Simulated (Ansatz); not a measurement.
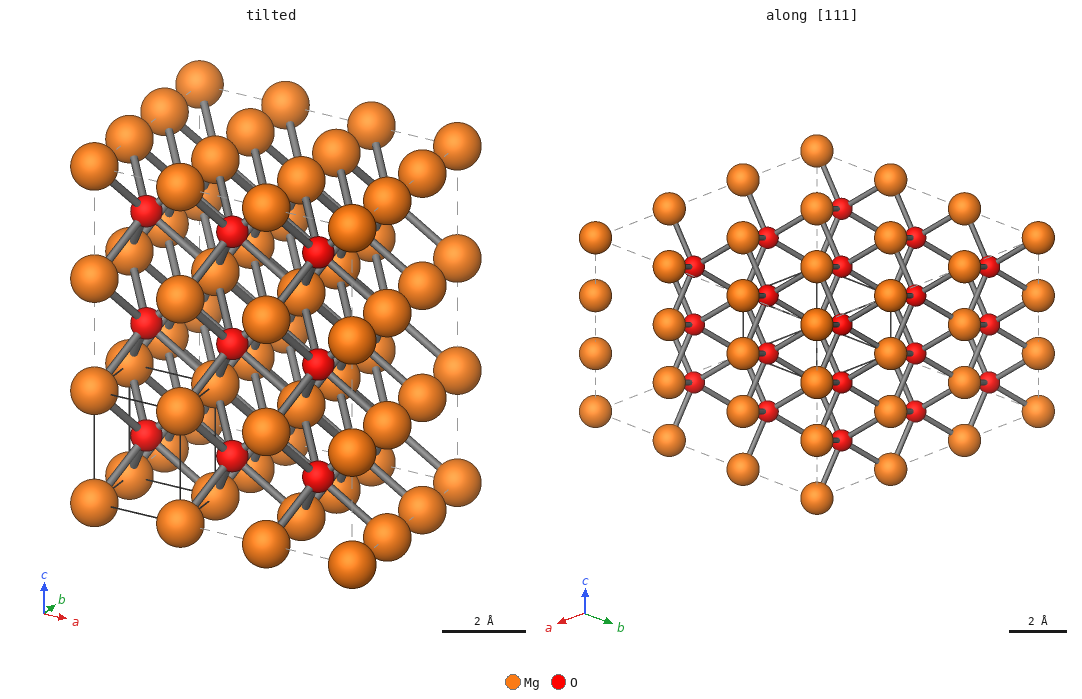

Figure: ball-and-stick view slightly off an axis and along [111]. A 3×3×3 array of cells is drawn; the conventional unit cell has the solid edges. Cell: a = 3.010 Å, b = 3.010 Å, c = 2.785 Å, α = 90.00°, β = 90.00°, γ = 120.00°.

It has the composition MgO. The atoms follow space group P-6m2 (No. 187); the Bravais lattice is primitive hexagonal. Prototype: tungsten carbide (WC) type. Atoms per cell: 2 (1 Mg, 1 O). Mg is surrounded by six O in a trigonal prismatic arrangement at about 2.2 Å. The neighbours of O are six Mg in a trigonal prismatic arrangement at about 2.2 Å. The bonds build a three-dimensional framework.

Its origin is a structure listed in the Materials Project. The cell was then strained or its atoms displaced on purpose. Ansatz was used for an electronic-structure calculation on it.

At this level of theory the cell isn't at rest (stretched, at -10 GPa), so its distances can differ from those at equilibrium, the more so the softer the solid.
